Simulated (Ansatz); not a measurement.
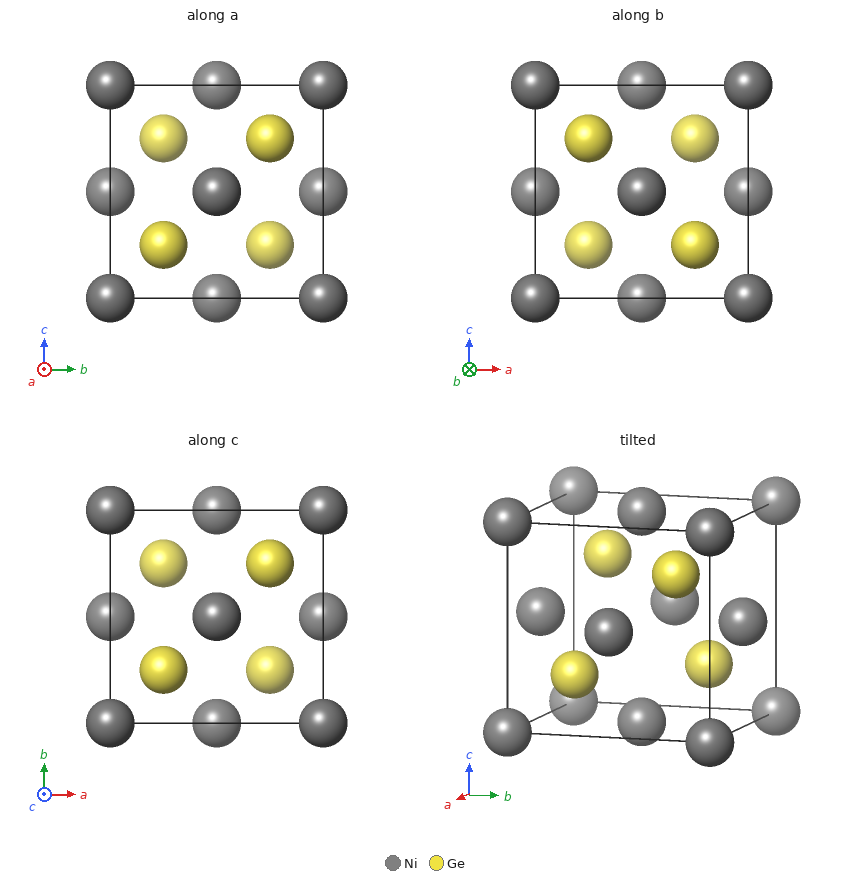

An orthographic spheres-only view of the structure, along the a axis, along the b axis, along the c axis and slightly off an axis. Thin lines show the conventional unit cell, with boundary atoms drawn in all their periodic places.

Lattice parameters: a = 5.367 Å, b = 5.367 Å, c = 5.367 Å, α = 90.00°, β = 90.00°, γ = 90.00°.

Question: Write the structure as a table of Wyckoff sites.

Answer: Space group F-43m (No. 216).
```tsv
atom	site	x	y	z
Ni	4a	0.0000	0.0000	0.0000
Ge	4d	0.2500	0.2500	0.7500
```

The model was built from a structure type filled with these elements by a generator (whether the compound takes this form wasn't checked). Earlier steps of the study, as a rule a relaxation of our own, may have changed the cell and positions, so they can lie some per cent off the listed ones. It went into a calculation with Ansatz.

At this level of theory the run's own cell isn't at rest (stretched, at -5 GPa), so its distances can differ from those at equilibrium, the more so the softer the solid.
